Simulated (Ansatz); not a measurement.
## BAs: a changed input and its effect

System: BAs (2 atoms in the cell).
Method of the first run: DFT PBE, scalar-relativistic, plane waves, PAW, no spin polarisation (Ansatz 0.2.0).

The structure derives from an entry of the Crystallography Open Database. Text and figures count atoms from 1; the logs count them from 0 in places.

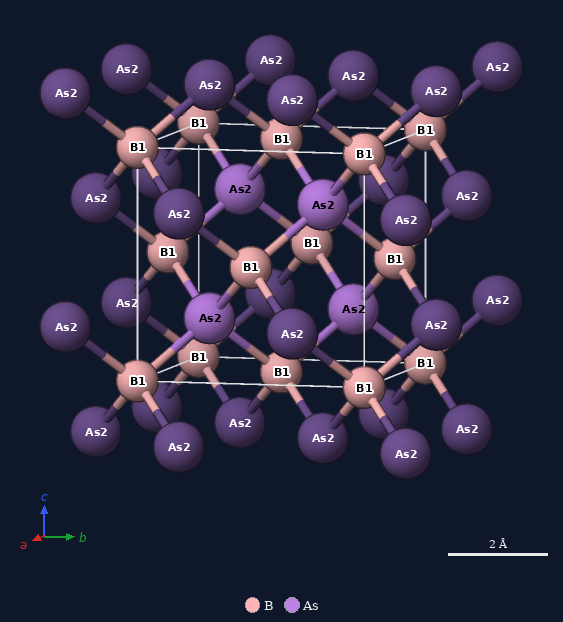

Figure 1. The structure as given in the input (ball-and-stick view of the cell 4 times as large as that of the calculation, set on its symmetry axes, seen slightly off an axis; neighbours outside the cell are drawn fainter; atoms are numbered from 1 in the order of the input). An atom can appear more than once, as a periodic image.

### Input, the first run
```yaml
crystal:
  lattice:
    - [0.0, 2.3801225242, 2.3801225242]
    - [2.3801225242, 0.0, 2.3801225242]
    - [2.3801225242, 2.3801225242, 0.0]
  atoms:
    - { symbol: B, position: [0.0, 0.0, 0.0] }
    - { symbol: As, position: [0.25, 0.25, 0.25] }
basis:
  ecutwfc: 420
kpoints:
  mp_grid: { grid: [10, 10, 10] }
hamiltonian:
  xc: pbe
scf:
  occupations: { method: gaussian, width: 0.02 }
output:
  forces: true
  stress: true
  eigenvalues: true
```

Launched with:
```bash
ansatz run input.yaml --threads 1 --pin off --max-ram 2560MiB --backend cpu --events-out ev --progress --plain --runs-dir out
```

Hardware: 1 thread of Arm Neoverse V1, 24 GiB of memory available, shared host.

### Output, shortened to warnings, some set-up lines, iterations and results (the first run)
```
Basis set: ecut = 420 eV, 531 PW (Γ), exchange–correlation on 48×48×48 points (8 copies of the dense FFT grid, shifted against one another)
Symmetry: 24 space group operations
k-points: 47 of 1000 (time reversal used)
Initial density: superposition of atomic densities (neutral atoms: chi_scale 0, normalization atom), corrected by the library's trained network
[...]
SCF iter   1: F=—  HF=-5012.093791 eV  |F-HF|=—  |Δ(HF+E_count)|=         —  Δρ=8.36e-4  dr2=1.17e-4  ethr=1.77e-3  ⟨swp⟩=6.0  Hψ=3352  notcnv=0
SCF iter   2: F=—  HF=-5012.093924 eV  |F-HF|=—  |Δ(HF+E_count)|=   1.33e-4  Δρ=4.64e-4  dr2=3.43e-5  ethr=6.51e-7  ⟨swp⟩=2.9  Hψ=1658  notcnv=0
SCF iter   3: F=—  HF=-5012.093951 eV  |F-HF|=—  |Δ(HF+E_count)|=   2.76e-5  Δρ=2.52e-4  dr2=6.48e-6  ethr=1.91e-7  ⟨swp⟩=2.0  Hψ=1018  notcnv=0
SCF iter   4: F=—  HF=-5012.093974 eV  |F-HF|=—  |Δ(HF+E_count)|=   2.25e-5  Δρ=5.14e-5  dr2=6.19e-7  ethr=3.60e-8  ⟨swp⟩=2.2  Hψ=849  notcnv=0
SCF iter   5: F=-5012.093974 eV  HF=-5012.093974 eV  |F-HF|=5.61e-8  |Δ(HF+E_count)|=   4.46e-7  Δρ=1.95e-5  dr2=8.78e-8  ethr=3.44e-9  ⟨swp⟩=2.9  Hψ=1028  notcnv=0
SCF iter   6: F=-5012.093974 eV  HF=-5012.093974 eV  |F-HF|=5.51e-9  |Δ(HF+E_count)|=   7.58e-9  Δρ=4.42e-6  dr2=3.47e-9  ethr=4.88e-10  ⟨swp⟩=2.1  Hψ=2019  notcnv=0
SCF 1 converged in 6 iterations: F = -5012.093974 eV  dr2 = 3.47e-9
SCF converged after 6 iterations
Free energy (F): -5012.093974 eV
Harris-Foulkes:  -5012.093974 eV  (|F-HF|=5.51e-9)
Internal energy: -5012.093974 eV  (E = F + TS)
E sigma→0 (E₀):  -5012.093974 eV
Fermi energy:    11.881514 eV
--- Per-component energies (eV) ---
  E_band       = -207.737371
  E_kinetic    = 152.545008
  E_local      = -1684.655637  (includes V_loc(G=0)·N_el)
  E_nonlocal   = -657.771481
  E_hartree    = 936.545264
  E_xc         = -111.602484
  E_vxc        = -117.888760  (∫ρ·V_xc dr)
  E_paw        = -1915.305329  (= ΣΔE_a)
  E_vpaw       = 226.945418  (= ΣTr[D̂ρ^β])
  E_aug_tail   = 0.000008  (compensation charges beyond the density's cutoff)
  E_ewald      = -1731.849322
  E_smearing   = -0.000000  (= −TS)
  E_closure    = -0.000000  (closes the sum)
  Σ components = -5012.093974   (vs F -5012.093974, Δ=0.00e0)
--- Forces (eV/Å), atoms counted from 1 ---
  atom   1  B      0.00000000    -0.00000000    -0.00000000
  atom   2  As    -0.00000000    -0.00000000    -0.00000000
  max |Σ_I F_I| component: 4.81e-16 eV/Å
--- Stress (GPa, compression-positive) ---
        4.305991      -0.000000      -0.000000
        0.000000       4.305991       0.000000
       -0.000000       0.000000       4.305991
  P = ⅓ Tr σ = 4.3060 GPa (43.060 kbar)
```

The input of the second run differs as follows (lines with − go, lines with + come):
```diff
-    - [0.0, 2.3801225242, 2.3801225242]
-    - [2.3801225242, 0.0, 2.3801225242]
-    - [2.3801225242, 2.3801225242, 0.0]
+    - [0.0, 2.4282187657, 2.4282187657]
+    - [2.4282187657, 0.0, 2.4282187657]
+    - [2.4282187657, 2.4282187657, 0.0]
```

Predict how the results change.

With the same functional and potentials, the second run lies 0.7 meV per atom lower. The gap on the mesh goes from 1.17 to 1.23 eV. The pressure goes from 4.31 to −3.62 GPa. The volume per atom goes from 13.48 to 14.32 Å³. The cell is scaled evenly with the atoms at fixed fractional positions, so −ΔP/Δ ln V estimates the bulk modulus midway between the two volumes: about 130 GPa. The number of SCF iterations is the same. The plane waves at Γ go from 531 to 537.

### Output, shortened to warnings, some set-up lines, iterations and results (the second run)
```
Basis set: ecut = 420 eV, 537 PW (Γ), exchange–correlation on 48×48×48 points (8 copies of the dense FFT grid, shifted against one another)
Symmetry: 24 space group operations
k-points: 47 of 1000 (time reversal used)
Initial density: superposition of atomic densities (neutral atoms: chi_scale 0, normalization atom), corrected by the library's trained network
[...]
SCF iter   1: F=—  HF=-5012.095300 eV  |F-HF|=—  |Δ(HF+E_count)|=         —  Δρ=6.59e-4  dr2=3.61e-5  ethr=1.77e-3  ⟨swp⟩=6.0  Hψ=3418  notcnv=0
SCF iter   2: F=—  HF=-5012.095386 eV  |F-HF|=—  |Δ(HF+E_count)|=   8.60e-5  Δρ=4.00e-4  dr2=2.52e-5  ethr=2.01e-7  ⟨swp⟩=2.6  Hψ=1485  notcnv=0
SCF iter   3: F=—  HF=-5012.095405 eV  |F-HF|=—  |Δ(HF+E_count)|=   1.92e-5  Δρ=2.28e-4  dr2=3.16e-6  ethr=1.40e-7  ⟨swp⟩=2.9  Hψ=1047  notcnv=0
SCF iter   4: F=—  HF=-5012.095428 eV  |F-HF|=—  |Δ(HF+E_count)|=   2.27e-5  Δρ=5.15e-5  dr2=1.00e-6  ethr=1.76e-8  ⟨swp⟩=2.0  Hψ=1034  notcnv=0
SCF iter   5: F=—  HF=-5012.095427 eV  |F-HF|=—  |Δ(HF+E_count)|=   5.29e-7  Δρ=2.15e-5  dr2=1.52e-7  ethr=5.56e-9  ⟨swp⟩=2.5  Hψ=1007  notcnv=0
SCF iter   6: F=-5012.095427 eV  HF=-5012.095427 eV  |F-HF|=3.12e-8  |Δ(HF+E_count)|=   4.37e-8  Δρ=1.03e-5  dr2=2.99e-8  ethr=5.56e-10  ⟨swp⟩=4.0  Hψ=1806  notcnv=0
SCF 1 converged in 6 iterations: F = -5012.095427 eV  dr2 = 2.99e-8
SCF converged after 6 iterations
Free energy (F): -5012.095427 eV
Harris-Foulkes:  -5012.095427 eV  (|F-HF|=3.12e-8)
Internal energy: -5012.095427 eV  (E = F + TS)
E sigma→0 (E₀):  -5012.095427 eV
Fermi energy:    10.969023 eV
--- Per-component energies (eV) ---
  E_band       = -221.978506
  E_kinetic    = 149.957113
  E_local      = -1737.105775  (includes V_loc(G=0)·N_el)
  E_nonlocal   = -657.878095
  E_hartree    = 956.373699
  E_xc         = -110.650501
  E_vxc        = -116.630797  (∫ρ·V_xc dr)
  E_paw        = -1915.245655  (= ΣΔE_a)
  E_vpaw       = 226.937594  (= ΣTr[D̂ρ^β])
  E_aug_tail   = 0.000005  (compensation charges beyond the density's cutoff)
  E_ewald      = -1697.546217
  E_smearing   = -0.000000  (= −TS)
  E_closure    = -0.000000  (closes the sum)
  Σ components = -5012.095427   (vs F -5012.095427, Δ=0.00e0)
--- Forces (eV/Å), atoms counted from 1 ---
  atom   1  B      0.00000000    -0.00000000    -0.00000000
  atom   2  As     0.00000000    -0.00000000     0.00000000
  max |Σ_I F_I| component: 5.18e-16 eV/Å
--- Stress (GPa, compression-positive) ---
       -3.619918       0.000000      -0.000000
       -0.000000      -3.619918       0.000000
        0.000000       0.000000      -3.619918
  P = ⅓ Tr σ = -3.6199 GPa (-36.199 kbar)
```

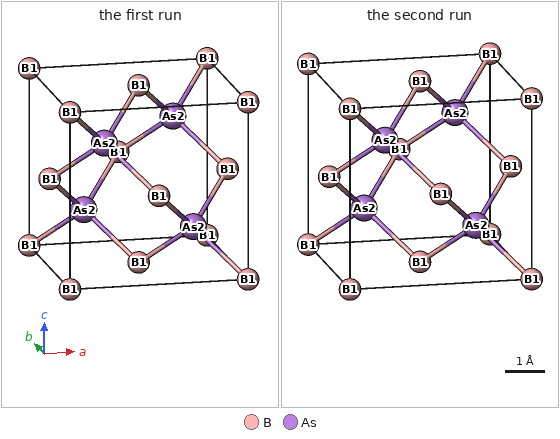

Figure 2. The two input geometries at one scale (ball-and-stick view of the cell 4 times as large as that of the calculation, set on its symmetry axes, seen slightly off an axis). The atoms keep their places relative to the cell (all moves are under 0.005 Å). The volume changes by +6.2 %, with a = b = c 4.760 → 4.856 Å (+2.0 %). Among the contacts that change: B1–As2 2.061 → 2.103 Å.

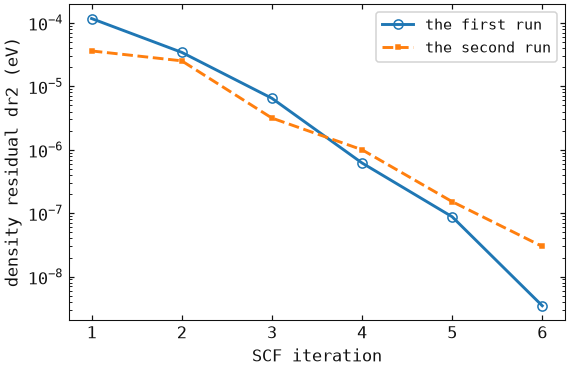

Figure 3. Convergence of the two runs: density residual dr2 against the SCF iteration. The first run takes 6 iterations in all, and the second run takes 6.

### The two runs side by side

| quantity | the first run | the second run |
| --- | --- | --- |
| outcome | converged | converged |
| free energy per atom (eV) | −2506.0470 | −2506.0477 |
| gap on the mesh (eV) | 1.17 | 1.23 |
| pressure (GPa) | 4.31 | −3.62 |
| volume per atom (Å³) | 13.48 | 14.32 |
| largest force (eV/Å) | 0.000 | 0.000 |
| SCF iterations | 6 | 6 |
| irreducible k-points | 47 | 47 |
| plane waves at Γ | 531 | 537 |
| wall time (shared host) | 1.8 s | 1.8 s |
